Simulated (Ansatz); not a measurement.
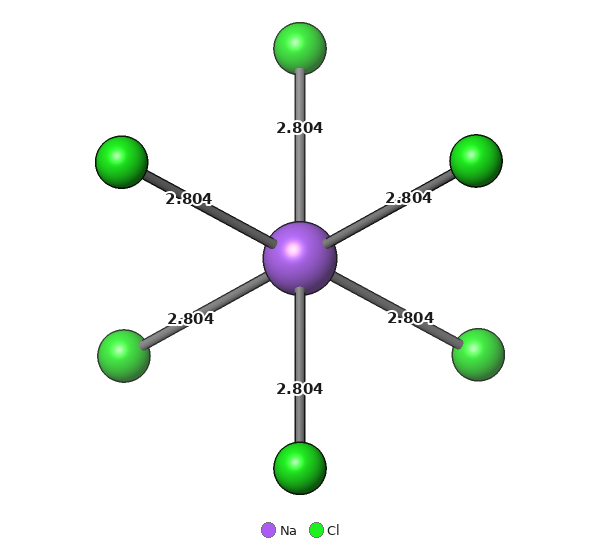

The surroundings of site Na1 (at 0.000, 0.000, 0.000) in NaCl in space group Fm-3m, with bond lengths in Å.

Source of the atomic positions: a calculation's input that goes back to an entry of the Crystallography Open Database (an earlier step may have relaxed or displaced it).

```
CELL_PARAMETERS angstrom
5.60796 0.00000 0.00000
0.00000 5.60796 0.00000
0.00000 0.00000 5.60796
ATOMIC_POSITIONS crystal
Na 0.00000 0.00000 0.00000
Cl 0.50000 0.00000 0.00000
Na 0.00000 0.50000 0.50000
Cl 0.50000 0.50000 0.50000
Na 0.50000 0.00000 0.50000
Cl 0.00000 0.00000 0.50000
Na 0.50000 0.50000 0.00000
Cl 0.00000 0.50000 0.00000
```

Bond valence s = exp((R0 − d)/b), R0 fitted to published crystal structures with b = 0.37 Å; R0 in Å: Na+–Cl 2.166.

### Calculate the bond-valence sum of Na1 from the bonds drawn.

6 × 0.178 = 1.07 v.u., against a formal valence of 1: a close match.

### And over the whole structure?

```
site              x, y, z  formal valence  bond-valence sum  difference
 Na1  0.000, 0.000, 0.000              +1              1.08        0.08
 Cl1  0.500, 0.000, 0.000              −1              1.08        0.08
```

These sums include all anions within 5 Å. The global instability index (root mean square of the differences over all atoms) is 0.08 v.u.: little strain. The cell was not relaxed for this table, and a volume that is off by a few per cent shifts all sums together.
